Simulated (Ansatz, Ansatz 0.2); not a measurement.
# Notebook: the 11B quadrupolar coupling in YB6 from PAW field gradients

*A beginner's notebook, kept as written. Several of its settings and conclusions are unsound; a review follows at the end.*

## Starting point

The number I want to reproduce is the size of the quadrupolar coupling constant of 11B in yttrium hexaboride, YB6. It comes from NMR and is 1.2 MHz. I found it in "First-principles calculation of 11B solid-state NMR parameters of boron-rich compounds I: the rhombohedral boron modifications and" (2021, doi:10.1039/d0cp04061d), which quotes it as a literature value from earlier work. The magnetic field, the temperature and details of the sample are not given with the value. All the boron atoms in the crystal are equivalent, so there is only one coupling constant to compare. As I understand it, the nucleus feels how uneven the electric field is around it, and the coupling constant says how strongly.

| compared with | measured | source's wording or label | method |
| --- | --- | --- | --- |
| size of the quadrupolar coupling constant eQVzz/h of 11B at site B (MHz) | 1.2 | 1200 kHz | NMR (literature value) |

Conditions are those given with the value in the passage it was taken from; "not stated" means there, and the paper may say more elsewhere.

## Choices

I want to calculate $|eQV_{zz}/h|$ for boron and get 1.2 MHz. I will call it a success if I am within 0.1 MHz, mostly because that looks close on paper. The model is the cubic cell with seven atoms from the Crystallography Open Database. It is a published structure, so I will use it the way it is. My plan is to start with something quick, see what number comes out, and then change settings until it agrees.

System: YB6 (yttrium hexaboride), Pm-3m; Pm-3m (no. 221), 7 atoms in the primitive cell, conventional a, b, c = 4.113, 4.113, 4.113 A; database cell that is slightly off: about 0.3 % long, ideal inner coordinate; structure from the Crystallography Open Database; note on this database entry: about 0.3 % long, ideal inner coordinate.

## 1. A quick first number

I am using PBEsol on the database structure with a single k point. The cell is small and has only seven atoms, so I think one point should be enough for a small cell. The field gradient is also a property right at the nucleus, and I don't see why it would care much about the mesh. I expect something near 1 MHz.

**Run 1.** Ansatz 0.2: PAW field gradients, PBEsol, database structure, 1x1x1 k mesh, 420 eV, Fermi-Dirac width 0.05 eV, PAW set soft_2.

Key lines of the input:
```
# cell (primitive): 4.1130 4.1130 4.1130 A, 90.00 90.00 90.00 deg
# sites: Y 0.0000 0.0000 0.0000; B 0.5000 0.5000 0.7930
kpoints:
  mp_grid: { grid: [1, 1, 1] }
scf:
  occupations: { method: fermi_dirac, width: 0.05 }
hamiltonian:
  xc: pbesol
output:
  efg: { quadrupole_moments_barn: { B: 0.04059 } }
```

Command:
```
ansatz run input.yaml --threads 4 --pin off --max-ram 8192MiB --backend cpu --events-out ev --progress --plain --runs-dir out
```

Selected lines of the output:
```
SCF converged after 10 iterations
atom 2 B V_zz = +1.144424 η = 0.0000 by run symmetry: allowed C_q = +1.1232 MHz
```

Converged; 0.5 s on 4 cores of Intel Xeon 6975P-C (Granite Rapids), shared host. Warnings: gradients_without_spin_orbit.

| quantity | run 1 | measured | deviation |
| --- | --- | --- | --- |
| size of the quadrupolar coupling constant eQVzz/h of 11B at site B (MHz) | 1.123 | 1.2 | −0.077 (−6.4 %) |
| edge a of the conventional cell that the run used (Å) | 4.113 |  |  |

The coupling comes out at 1.123 MHz, which is 0.077 MHz below the measured value and inside my 0.1 MHz. The run took half a second. I take this to mean that one k point is fine for a cell this small. There was one warning, named `gradients_without_spin_orbit`; I left it alone because the run converged.

## 2. LDA to close the gap

I would like to get rid of the last 0.077 MHz. The functional seems the obvious thing to change, so I am trying LDA on the same structure. I am also taking a 9x9x9 mesh, since the runs are so quick, though I don't expect the mesh to do much. I hope to land a little higher, close to 1.2 MHz.

**Run 2.** Ansatz 0.2: PAW field gradients, LDA, database structure, 9x9x9 k mesh, 420 eV, Fermi-Dirac width 0.05 eV, PAW set soft_2.

Key lines of the input, as changed from run 1:
```diff
  kpoints:
-   mp_grid: { grid: [1, 1, 1] }
+   mp_grid: { grid: [9, 9, 9] }
  hamiltonian:
-   xc: pbesol
+   xc: lda
```

Selected lines of the output:
```
atom 2 B V_zz = -0.975949 η = 0.0000 by run symmetry: allowed C_q = -0.9579 MHz
```

Converged; 0.7 s, same machine. Warnings: gradients_without_spin_orbit.

| quantity | run 2 | measured | deviation |
| --- | --- | --- | --- |
| size of the quadrupolar coupling constant eQVzz/h of 11B at site B (MHz) | 0.958 | 1.2 | −0.242 (−20.2 %) |
| edge a of the conventional cell that the run used (Å) | 4.113 |  |  |

LDA gives 0.958 MHz, further from 1.2 MHz than before, so I conclude that LDA is the worse functional for this crystal. The sign has also turned from plus to minus. The measured value is only a size, so I am leaving the sign out of my comparison.

## 3. A newer functional, r2SCAN

I have read that r2SCAN is more modern than LDA and PBEsol, so I expect it to be closer. This time I let the atoms relax first, because that is what people seem to do, and then calculate the field gradient on the relaxed atoms. The cell stays as it is in the database. I am hoping for something between 1.1 and 1.2 MHz.

**Run 3.** Ansatz 0.2: relaxation with r2SCAN: atoms relaxed, 5x5x5 k mesh, PAW set soft_2.

Key lines of the input:
```
# cell (primitive): 4.1130 4.1130 4.1130 A, 90.00 90.00 90.00 deg
# sites: Y 0.0000 0.0000 0.0000; B 0.5000 0.5000 0.7930
kpoints:
  mp_grid: { grid: [5, 5, 5] }
scf:
  occupations: { method: fermi_dirac, width: 0.05 }
hamiltonian:
  xc: r2scan
relax:
  f_tol: 0.01
  max_steps: 90
output:
  forces: true
```

Selected lines of the output:
```
relax step   1: F+E_penalty+E_count = -4802.07026236 eV  Δ(F+E_penalty+E_count) = +0.000e0 eV  max|allowed force component| = 2.133e0 eV/Å  Δτ_max = …
```

Converged; 1.8 s, same machine.

**Run 4.** Ansatz 0.2: PAW field gradients, r2SCAN, atoms relaxed with r2SCAN in the database cell, 9x9x9 k mesh, 500 eV, Fermi-Dirac width 0.05 eV, PAW set soft_2.

Key lines of the input, as changed from run 2:
```diff
- # sites: Y 0.0000 0.0000 0.0000; B 0.5000 0.5000 0.7930
+ # sites: Y 0.0000 0.0000 0.0000; B 0.5000 0.5000 0.8006
  hamiltonian:
-   xc: lda
+   xc: r2scan
```

Selected lines of the output:
```
atom 2 B V_zz = -1.175948 η = 0.0000 by run symmetry: allowed C_q = -1.1541 MHz
```

Converged; 1 s, same machine. Warnings: gradients_without_spin_orbit.

| quantity | run 3 | run 4 | measured |
| --- | --- | --- | --- |
| size of the quadrupolar coupling constant eQVzz/h of 11B at site B (MHz) | – | 1.154 | 1.2 |
| edge a of the conventional cell that the run used (Å) | 4.113 | 4.113 |  |

r2SCAN gives 1.154 MHz, only 0.046 MHz below the measured value and the closest so far. I put this down to r2SCAN being the more modern functional. In the relaxation the boron coordinate went from 0.7930 to 0.8006, which looks like a tiny shift to me, so I don't think it had much to do with the result. The sign is minus again, as with LDA.

## 4. Relaxing the cell as well

If relaxing the atoms is good, relaxing everything should be better. I am staying with r2SCAN and letting the cell edge change along with the atoms, then calculating the field gradient again. I expect this to take away most of the remaining 0.046 MHz.

**Run 5.** Ansatz 0.2: relaxation with r2SCAN: atoms and cell relaxed, 5x5x5 k mesh, PAW set soft_2.

Key lines of the input, as changed from run 3:
```diff
  relax:
+   cell: {}
  output:
+   write_density: true
+   write_potential: true
+   elf: true
+   volumetric_format: npy
```

Selected lines of the output:
```
relax step   1: F+E_penalty+E_count = -4802.07026236 eV  Δ(F+E_penalty+E_count) = +0.000e0 eV  max|allowed force component| = 2.133e0 eV/Å  Δτ_max = …
```

Converged; 2.8 s, same machine.

**Run 6.** Ansatz 0.2: PAW field gradients, r2SCAN, atoms and cell relaxed with r2SCAN, 9x9x9 k mesh, 500 eV, Fermi-Dirac width 0.05 eV, PAW set soft_2.

Key lines of the input:
```
# cell (primitive): 4.0900 4.0900 4.0900 A, 90.00 90.00 90.00 deg
# sites: Y 0.0000 0.0000 0.0000; B 0.5000 0.5000 0.8009
kpoints:
  mp_grid: { grid: [9, 9, 9] }
scf:
  occupations: { method: fermi_dirac, width: 0.05 }
hamiltonian:
  xc: r2scan
output:
  efg: { quadrupole_moments_barn: { B: 0.04059 } }
```

Selected lines of the output:
```
atom 2 B V_zz = -1.187445 η = 0.0000 by run symmetry: allowed C_q = -1.1654 MHz
```

Converged; 1.1 s, same machine. Warnings: gradients_without_spin_orbit.

| quantity | run 5 | run 6 | measured |
| --- | --- | --- | --- |
| size of the quadrupolar coupling constant eQVzz/h of 11B at site B (MHz) | – | 1.165 | 1.2 |
| edge a of the conventional cell that the run used (Å) | 4.090 | 4.090 |  |

The coupling rises to 1.165 MHz, so only 0.011 MHz of the gap has gone, much less than I had hoped. The cell edge shrank from 4.113 to 4.090 Å. Since the coupling moved towards 1.2 MHz, I take the smaller cell to be the better one.

## 5. Back to PBEsol with more k points

PBEsol gave 1.123 MHz in my very first run, without any relaxing, so perhaps it only needs a little polish. I am going back to it on the database structure, now with the 9x9x9 mesh I have used since. I expect about 1.1 MHz again, perhaps slightly better, and the same plus sign as in the first run.

**Run 7.** Ansatz 0.2: PAW field gradients, PBEsol, database structure, 9x9x9 k mesh, 420 eV, Fermi-Dirac width 0.05 eV, PAW set soft_2.

Key lines of the input, as changed from run 1:
```diff
  kpoints:
-   mp_grid: { grid: [1, 1, 1] }
+   mp_grid: { grid: [9, 9, 9] }
```

Selected lines of the output:
```
atom 2 B V_zz = -0.942431 η = 0.0000 by run symmetry: allowed C_q = -0.9250 MHz
```

Converged; 0.7 s, same machine. Warnings: gradients_without_spin_orbit.

| quantity | run 7 | measured | deviation |
| --- | --- | --- | --- |
| size of the quadrupolar coupling constant eQVzz/h of 11B at site B (MHz) | 0.925 | 1.2 | −0.275 (−22.9 %) |
| edge a of the conventional cell that the run used (Å) | 4.113 |  |  |

I had this wrong. Only the mesh differs from my first run, and the coupling went from +1.1232 to −0.9250 MHz. The first number looked close to 1.2 MHz only because I ignored the sign, so one k point is not enough, even for a small cell. I also called LDA worse than PBEsol on the strength of that first run. On the same structure and mesh LDA gives 0.958 MHz and PBEsol 0.925 MHz, so that conclusion goes too.

## 6. PBEsol with relaxed atoms and two meshes

Now I don't trust the 9x9x9 mesh either, so I want to see it next to a 16x16x16 one. I am relaxing the atoms with PBEsol first, as I did for r2SCAN, and keeping the database cell. I expect the finer mesh to bring the coupling up towards 1.2 MHz, since the mesh made such a big difference last time.

**Run 8.** Ansatz 0.2: relaxation with PBEsol: atoms relaxed, 5x5x5 k mesh, PAW set soft_2.

Key lines of the input, as changed from run 3:
```diff
  hamiltonian:
-   xc: r2scan
+   xc: pbesol
```

Converged; 0.9 s, same machine.

**Run 9.** Ansatz 0.2: PAW field gradients, PBEsol, atoms relaxed with PBEsol in the database cell, 9x9x9 k mesh, 420 eV, Fermi-Dirac width 0.05 eV, PAW set soft_2.

Key lines of the input, as changed from run 7:
```diff
- # sites: Y 0.0000 0.0000 0.0000; B 0.5000 0.5000 0.7930
+ # sites: Y 0.0000 0.0000 0.0000; B 0.5000 0.5000 0.8007
```

Selected lines of the output:
```
atom 2 B V_zz = -1.192887 η = 0.0000 by run symmetry: allowed C_q = -1.1708 MHz
```

Converged; 0.7 s, same machine. Warnings: gradients_without_spin_orbit.

**Run 10.** Ansatz 0.2: PAW field gradients, PBEsol, atoms relaxed with PBEsol in the database cell, 16x16x16 k mesh, 420 eV, Fermi-Dirac width 0.05 eV, PAW set soft_2.

Key lines of the input, as changed from run 9:
```diff
  kpoints:
-   mp_grid: { grid: [9, 9, 9] }
+   mp_grid: { grid: [16, 16, 16] }
```

Selected lines of the output:
```
atom 2 B V_zz = -1.191865 η = 0.0000 by run symmetry: allowed C_q = -1.1698 MHz
```

Converged; 1.6 s, same machine. Warnings: gradients_without_spin_orbit.

| quantity | run 8 | run 9 | run 10 | measured |
| --- | --- | --- | --- | --- |
| size of the quadrupolar coupling constant eQVzz/h of 11B at site B (MHz) | – | 1.171 | 1.17 | 1.2 |
| edge a of the conventional cell that the run used (Å) | 4.113 | 4.113 | 4.113 |  |

The finer mesh did almost nothing: 1.171 MHz with 9x9x9 and 1.170 MHz with 16x16x16. I had expected the mesh to bring the coupling up, but it was the atoms. With the same functional, cell and 9x9x9 mesh, moving the boron coordinate from 0.7930 to 0.8007 raised the size from 0.925 to 1.171 MHz. I called that kind of shift tiny when I relaxed with r2SCAN, and I gave the credit to the functional. PBEsol with relaxed atoms is now about as close to 1.2 MHz as r2SCAN.

## 7. A higher cutoff for PBEsol

I have left the cutoff at 420 eV for PBEsol without knowing whether that is high or low. I am raising it to 900 eV on the same relaxed atoms, with the 9x9x9 mesh. More should be better, so I hope the last 0.03 MHz goes away.

**Run 11.** Ansatz 0.2: PAW field gradients, PBEsol, atoms relaxed with PBEsol in the database cell, 9x9x9 k mesh, 900 eV, Fermi-Dirac width 0.05 eV, PAW set soft_2.

Key lines of the input, as changed from run 9:
```diff
+ basis:
+   ecutwfc: 900
```

Selected lines of the output:
```
atom 2 B V_zz = -1.198570 η = 0.0000 by run symmetry: allowed C_q = -1.1764 MHz
```

Converged; 1.3 s, same machine. Warnings: gradients_without_spin_orbit.

| quantity | run 11 | measured | deviation |
| --- | --- | --- | --- |
| size of the quadrupolar coupling constant eQVzz/h of 11B at site B (MHz) | 1.176 | 1.2 | −0.024 (−2.0 %) |
| edge a of the conventional cell that the run used (Å) | 4.113 |  |  |

Going from 420 to 900 eV raises the coupling from 1.171 to 1.176 MHz. That is a much smaller step than I had hoped for, and 0.024 MHz of the gap to the measured value is still there. The cutoff was not what kept me below 1.2 MHz. I don't know what accounts for the rest, but the result is well inside the 0.1 MHz I set myself, so I am writing down 1.176 MHz as my number.

## Table of results

| run | settings | size of the quadrupolar coupling constant eQVzz/h of 11B at site B (MHz) | deviation | cost |
| --- | --- | --- | --- | --- |
| 1 | PAW field gradients, PBEsol, database structure, 1x1x1 k mesh, 420 eV, Fermi-Dirac width 0.05 eV | 1.123 | −0.077 (−6.4 %) | under 1 core-min |
| 2 | PAW field gradients, LDA, database structure, 9x9x9 k mesh, 420 eV, Fermi-Dirac width 0.05 eV | 0.958 | −0.242 (−20.2 %) | under 1 core-min |
| 3 | relaxation with r2SCAN: atoms relaxed, 5x5x5 k mesh | – |  | under 1 core-min |
| 4 | PAW field gradients, r2SCAN, atoms relaxed with r2SCAN in the database cell, 9x9x9 k mesh, 500 eV | 1.154 | −0.046 (−3.8 %) | under 1 core-min |
| 5 | relaxation with r2SCAN: atoms and cell relaxed, 5x5x5 k mesh | – |  | under 1 core-min |
| 6 | PAW field gradients, r2SCAN, atoms and cell relaxed with r2SCAN, 9x9x9 k mesh, 500 eV, Fermi-Dirac width 0.05 eV | 1.165 | −0.035 (−2.9 %) | under 1 core-min |
| 7 | PAW field gradients, PBEsol, database structure, 9x9x9 k mesh, 420 eV, Fermi-Dirac width 0.05 eV | 0.925 | −0.275 (−22.9 %) | under 1 core-min |
| 8 | relaxation with PBEsol: atoms relaxed, 5x5x5 k mesh | – |  | under 1 core-min |
| 9 | PAW field gradients, PBEsol, atoms relaxed with PBEsol in the database cell, 9x9x9 k mesh, 420 eV | 1.171 | −0.029 (−2.4 %) | under 1 core-min |
| 10 | PAW field gradients, PBEsol, atoms relaxed with PBEsol in the database cell, 16x16x16 k mesh, 420 eV | 1.17 | −0.03 (−2.5 %) | under 1 core-min |
| 11 | PAW field gradients, PBEsol, atoms relaxed with PBEsol in the database cell, 9x9x9 k mesh, 900 eV | 1.176 | −0.024 (−2.0 %) | under 1 core-min |
|  | measured | 1.2 |  |  |

The runs in order, against the measurement:

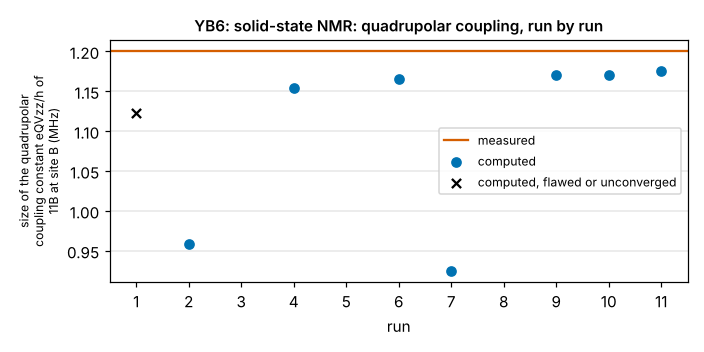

## Closing entry

My number for the boron coupling in YB6 is 1.176 MHz, from PBEsol with relaxed atoms and the 900 eV cutoff. The measured value is 1.2 MHz, so I am inside my target of 0.1 MHz. I picked this run because it is the closest of all of them.

What I take from the work is that the boron position matters a great deal. With PBEsol on the database structure I got 0.925 MHz, and relaxing the atoms alone brought that to 1.171 MHz. The other lesson is that my first result, 1.123 MHz with one k point, looked good and was not: its sign flipped as soon as I used a proper mesh.

I still can't say whether PBEsol or r2SCAN is better, since both end up close to the measured value. I never tried LDA with relaxed atoms, so I can't say anything fair about it either. I also don't know why the cell shrank with r2SCAN, or which cell edge I should have used. I am leaving the notebook here with those questions open.

## An expert's review

Further runs made for the review:

| reviewer's run | settings | size of the quadrupolar coupling constant eQVzz/h of 11B at site B (MHz) | deviation | cost | status |
| --- | --- | --- | --- | --- | --- |
| R1 | PAW field gradients, r2SCAN, atoms relaxed with PBEsol in the database cell, 9x9x9 k mesh, 500 eV, Fermi-Dirac width 0.05 eV, PAW set soft_2 | 1.155 | −0.045 (−3.7 %) | under 1 core-min | warnings: gradients_without_spin_orbit |
| R2 | PAW field gradients, LDA, atoms relaxed with PBEsol in the database cell, 9x9x9 k mesh, 420 eV, Fermi-Dirac width 0.05 eV, PAW set soft_2 | 1.21 | +0.01 (+0.8 %) | under 1 core-min | warnings: gradients_without_spin_orbit |
| R3 | PAW field gradients, PBEsol, atoms and cell relaxed with PBEsol, 9x9x9 k mesh, 420 eV, Fermi-Dirac width 0.05 eV, PAW set soft_2 | 1.187 | −0.013 (−1.1 %) | under 1 core-min | warnings: gradients_without_spin_orbit |
| R4 | PAW field gradients, PBEsol, atoms relaxed with PBEsol in the database cell, 9x9x9 k mesh, 380 eV, all-electron datasets made for the crystal, Fermi-Dirac width 0.05 eV | 1.203 | +0.003 (+0.3 %) | under 1 core-min | warnings: crystal_datasets_made; gradients_without_spin_orbit |
|  | measured | 1.2 |  |  |  |

The plan to change settings until the number agrees was the first mistake, because agreement can't show which settings are right. The target of 0.1 MHz was chosen for its looks. It is about 8 % of the measured value, too loose to tell the functionals apart, and it let a faulty run pass.

That was run 1, whose closeness to experiment is chance. The field gradient is read at the nucleus, but it comes from the charge around it, which in a metal needs a proper k mesh. The change of sign in run 2 was the clue: NMR doesn't give the sign here, but two calculations can still be compared by it. Run 2 changed mesh and functional together, so it could not show LDA to be worse. Run 7 separated the two, at a cost of 0.7 s, and the author rightly withdrew both conclusions.

The spin–orbit warning was left alone "because the run converged", but convergence says nothing about a term that is left out. It needed a test or a mention as an uncertainty. I expect a small effect for boron, but my runs omit the term too.

A published structure also needs checking. This one has an idealised boron position, and the first step of run 3 showed a force of 2.133 eV/Å. Relaxing the atoms took seconds and, once the mesh was adequate, mattered most, as the author found by comparing runs 7 and 9. The credit first given to r2SCAN was misplaced: on the PBEsol-relaxed atoms it gives 1.155 MHz (R1), slightly below the 1.171 MHz of PBEsol in run 9. On those same atoms LDA, which the author never tried with relaxed atoms, gives 1.210 MHz (R2).

Run 6 doesn't show that the smaller cell is better; an edge should be judged against a measured edge. The database edge is about 0.3 % too long, which explains part of the shrinkage, but r2SCAN shortens it by nearly 0.6 % and so overshoots. A reliable measured edge with relaxed atoms would have been the better choice. The effect is small in any case: with PBEsol, relaxing the cell as well gives 1.187 MHz (R3).

The mesh and cutoff tests in runs 10 and 11 are well made. Such tests show whether a result is settled, though, and needn't bring it closer to experiment. Run 11 is sound, but being "the closest of all" was the wrong reason to choose it. Part of the gap the author couldn't account for may lie in the PAW data: with datasets made for this crystal, PBEsol gives 1.203 MHz (R4).

Sound simulations therefore match the measured 1.2 MHz to within about 4 %. The choices of functional, cell and PAW data shift the result by about as much as the remaining gap, so there is no clear disagreement to explain and no basis for naming a best functional. The effects of spin–orbit coupling and atomic motion remain untested.

[Logs are printed without paths, hosts, clocks, repeated set-up lines and the standing remarks that a program may print on its own settings, such as how far it seeks lower states.]

[The runs shown are a pick from a larger set of finished runs; failed, doubtful and other runs were left out of it ahead of writing. So were measured values far from every level or from commonly accepted values, and agreement can look better than it is. Lines of input and output are excerpts and may be shortened.]
